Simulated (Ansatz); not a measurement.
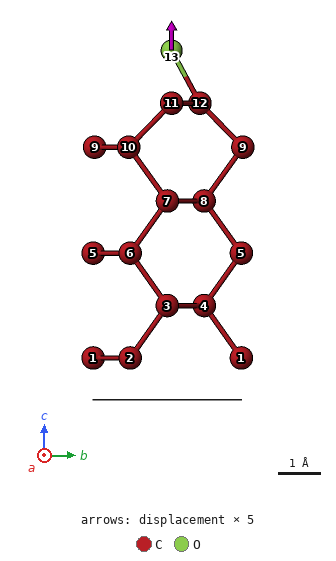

This is a constrained relaxation of a slab of composition C$_{12}$O (cut from the Fd-3m phase). The starting structure is drawn; purple arrows show the displacements, 5 times their true length.

A ball-and-stick model of the 2 × 1 repeat of the cell, outlined in the plane, without the vacuum, seen along the a axis.

Case: O over the place (2/4, 0/4) of the surface cell, its height relaxed. The slab is the (1 1 0) face of C with O on it. 12 atoms are held fixed.

These are results of DFT PBEsol, scalar-relativistic, plane waves, PAW (Ansatz), not measurements. Set-up: plane-wave cutoff 420 eV; k-point mesh 11 × 8 × 1; occupations gaussian; smearing width 0.05 eV; collinear spin; dipole correction; atoms relaxed in a fixed cell; force threshold 0.02 eV/Å; at most 25 steps.

**Atoms of which element are displaced furthest, and by how much?**

Oxygen: up to 0.14 Å, against 0.00 Å for carbon.

**What happened in the run?**

Over 3 accepted moves (4 points after the start) the energy falls by 0.311 eV per cell of the calculation. Largest force component: 4.7 eV/Å at the start, 0.011 eV/Å at the end. 1 step only repeated the SCF at the same geometry. O13 moves most: 0.14 Å along the normal (+c). C stays in place. The cell stays as it was. Near-neighbour distances that change, for instance: C12–O13 1.431 → 1.560 Å. Bond angles that change, for instance: C9–C12–O13 164.0° → 161.5°. The program noted that the starting moments weren't kept. Cost: 5 min on 2 threads of Arm Neoverse V2, with other jobs on the host, peak memory 0.72 GiB.

Limits of the set-up: the periodic images lie only 2.5 Å apart, so the values are limited by the cell's size.
